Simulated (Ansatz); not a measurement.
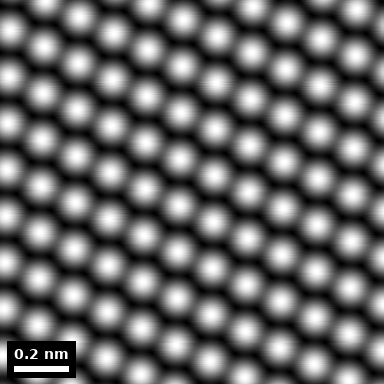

Dark-field STEM-like image of a crystal. The image is simulated as a sum over atoms of Z^1.6, blurred by a 0.83 Å probe (no channelling). The display is stretched by a gamma of 0.65; percentages refer to the linear signal. A slight drift was added.

Question: What two-dimensional lattice does the image show, and how large is its cell?

Answer: The pattern repeats on a centred rectangular net of 1.4 × 3.1 Å.

Question: What is the plane group of the image?

Answer: c2mm: perpendicular mirror lines on a centred net, with further twofold points between them.

Question: How many columns does the smallest repeating cell hold, and how many levels of brightness?

Answer: 1 column in the primitive cell of 2.1 Å², all of one brightness.

The crystal is Os (Im-3m, No. 229) seen along [210]. Model: the geometry relaxed with DFT PBE, scalar-relativistic, plane waves, PAW (Ansatz 0.2.0); the starting structure was generated, so it need not be a known form of this composition.
